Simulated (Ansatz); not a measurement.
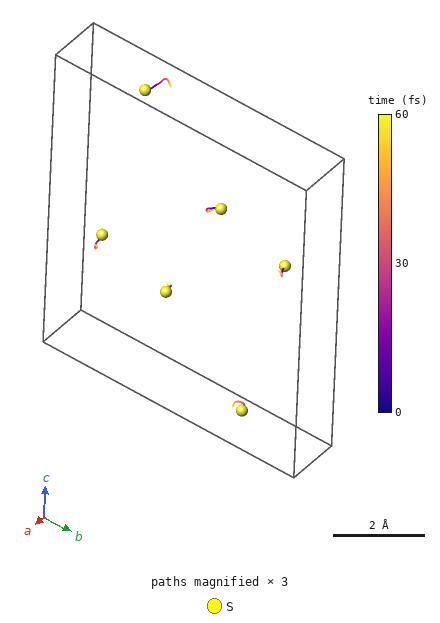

A Born-Oppenheimer molecular dynamics run of a 6-atom cell of S (built on the database structure type), 60 fs long. Lines trace each atom's path, coloured by time; spheres stand at the starting positions. The excursions are magnified 3 times. Seen slightly off an axis in the reduced simulation cell.

Theory: DFT, r2SCAN, plane waves, PAW in Ansatz 0.2.0. Set-up: plane-wave cutoff 500 eV; k-point mesh 4 × 4 × 4; Fermi-Dirac smearing 0.039 eV; Langevin thermostat (NVT); set temperature 450 K; time step 3 fs.

**How do the atoms move?**

Root-mean-square distances from the starting positions over the second half, with the common drift of all atoms taken out: S 0.16 Å. The heavy atoms stay within a fraction of a molecule's size of their starting places; so short a run doesn't tell a liquid from a solid.

The run took 3.2 min on 4 threads of Arm Neoverse N1, with other jobs on the host, peak memory 0.91 GiB.
